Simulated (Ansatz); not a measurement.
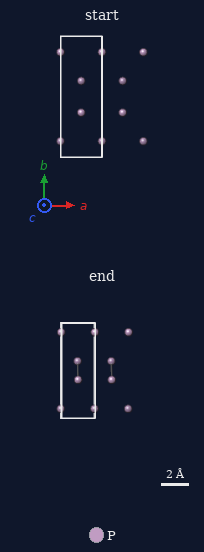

The structure of a crystal of P (built on the Ga_15 type) (coarse preliminary run) before (top) and after (bottom) a relaxation, at one scale.

A ball-and-stick model of the conventional cell (2 times the calculation's cell), repeated 2 × 1 × 1 with one cell outlined, seen along the c axis. Lengths and directions refer to the drawn axes.

Case: Ga type (C2/c, No. 15).

Level of theory: DFT PBE, scalar-relativistic, plane waves, PAW in Ansatz. Set-up: plane-wave cutoff 420 eV; k-point mesh 6 × 6 × 4; occupations gaussian; smearing width 0.1 eV; no spin polarisation; cell and atoms relaxed; force threshold 0.04 eV/Å; at most 70 steps.

Q: Describe what moved and what it gained.

A: Over 12 accepted moves (13 points after the start) the energy falls by 1527 meV per atom. The largest force component goes from 0.93 to 0.0057 eV/Å. The pressure goes from −16.27 to 0.04 GPa. At 1 point the geometry stayed and the basis and grid were re-selected for the new cell (energy shift of 0.4 meV per atom at most each time). The largest moves relative to the cell, 0.24 Å, are those of P atoms. The volume changes by −41.3 %, with a 3.184 → 2.588 Å (−18.7 %), b 9.271 → 7.311 Å (−21.1 %), c 3.836 → 3.508 Å (−8.6 %), β 92.0° → 89.9°. Some distances before and after: P–P 3.095 → 2.265 Å, P–P 3.184 → 2.588 Å. New bonds form: P–P (3.09 → 2.26 Å). The space group stays C2/c (No. 15).

Limits of the set-up: the k-point mesh is coarse for a cell with partly filled bands.
